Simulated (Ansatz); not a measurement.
The calculation's input:

```
crystal:
  lattice:
    - [0.0, 2.108515237, 2.0979726608]
    - [2.108515237, 0.0, 2.0979726608]
    - [2.108515237, 2.108515237, 0.0]
  atoms:
    - { symbol: Ga, position: [0.0, 0.0, 0.0] }
    - { symbol: "N", position: [0.5, 0.5, 0.5] }
kpoints:
  mp_grid: { grid: [8, 8, 8] }
  band_path:
    path:
      - [0.0, 0.0, 0.0]
      - [0.5, 0.0, 0.5]
      - [0.625, 0.25, 0.625]
      - [0.375, 0.375, 0.75]
      - [0.5, 0.5, 0.5]
      - [0.5, 0.25, 0.75]
      - [0.0, 0.177083, -0.177083]
      - [0.5, 0.5, 0.0]
    npoints: 1
hamiltonian:
  xc: hse06
scf:
  occupations: { method: fixed }
  n_extra_bands: 4
output:
  forces: true
  stress: true
  eigenvalues: true
  write_density: true
  write_potential: true
  elf: true
  volumetric_format: npy
```

Launched as:

```sh
ansatz run input.yaml --threads 2 --pin off --max-ram 2211MiB --backend cpu --events-out ev --progress --plain --runs-dir out
```

Below, planes, directions and counts refer to the conventional cell (a = 2.98 Å, b = 2.98 Å, c = 4.20 Å, α = 90.00°, β = 90.00°, γ = 90.00°).

Space group I4/mmm; started from the rocksalt prototype, which need not be the ambient phase; changed on purpose from its base cell (uniaxial z strain -0.5%).

Level of theory: DFT, HSE06, plane waves, PAW (Ansatz).

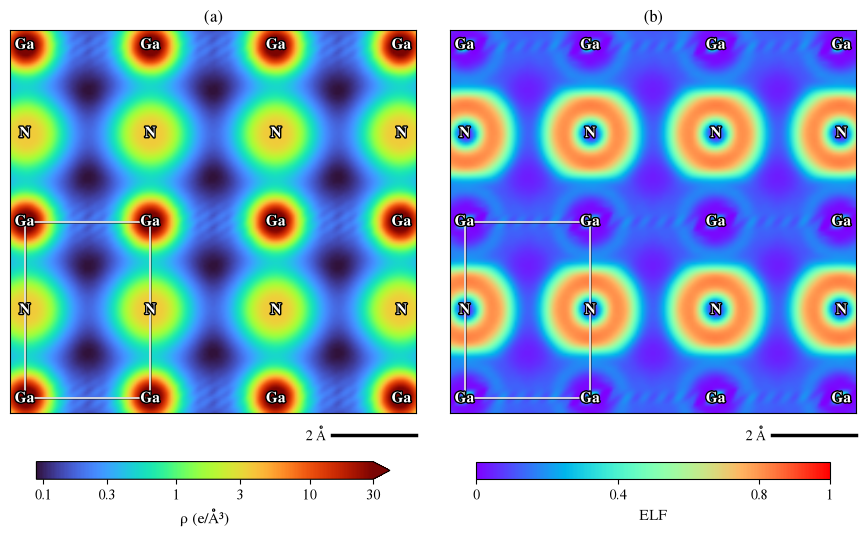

GaN. (a) valence electron density; (b) electron localisation function on the (100) plane of the conventional cell.

**Interpret the plot.**

- The plane passes through Ga and N nuclei.
- Ga–N (2.10 Å): ρ at the midpoint is about 0.53 e/Å³; the ELF peaks at about 0.85 in the valence shell of N, 0.7 Å from its nucleus, and is about 0.35 at the midpoint.
- Between the atoms the lowest density in this plane is 0.09 e/Å³.

**Metal or insulator at this level of theory?**

It is gapped, with a Kohn–Sham gap of 1.9 eV on the k-point mesh, an upper bound to the gap of this method.
